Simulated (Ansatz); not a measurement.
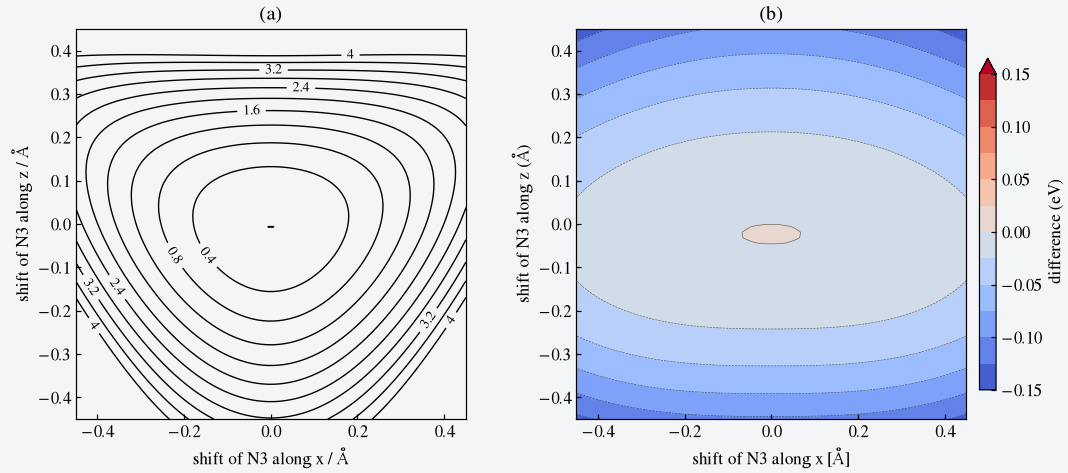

BN (P6_3mc, No. 186; 4 atoms in the cell). Atom N3 is moved over a plane while all other atoms and the cell stay fixed (its periodic images move with it) (x along [1 0 0], y along [1 2 0], z along [0 0 1] of the conventional cell). The first coordinate is: shift of N3 along x; the second: shift of N3 along z. The scan uses a 5 × 5 grid; 15 points were computed and 10 follow by symmetry. Energies are in eV per cell, from each map's own lowest point. The reference cell is the one listed in the database, not relaxed at this level. Method: DFT r2SCAN, scalar-relativistic, plane waves, PAW (Ansatz). Settings: cutoff 500 eV, k-mesh 12×12×6 in the order of the run's cell vectors, gaussian smearing 0.05 eV, no spin polarisation.

Panel (a): DFT r2SCAN, scalar-relativistic, plane waves, PAW in Ansatz. Panel (b): the map at DFT PBE, scalar-relativistic, plane waves, PAW (Ansatz) less the map of (a), each from its own lowest point.

**How does the change of method alter the landscape?**

The difference runs from −0.14 eV at shift of N3 along x = −0.450 Å, shift of N3 along z = 0.450 Å to 0.00 eV at shift of N3 along x = 0.000 Å, shift of N3 along z = 0.000 Å.
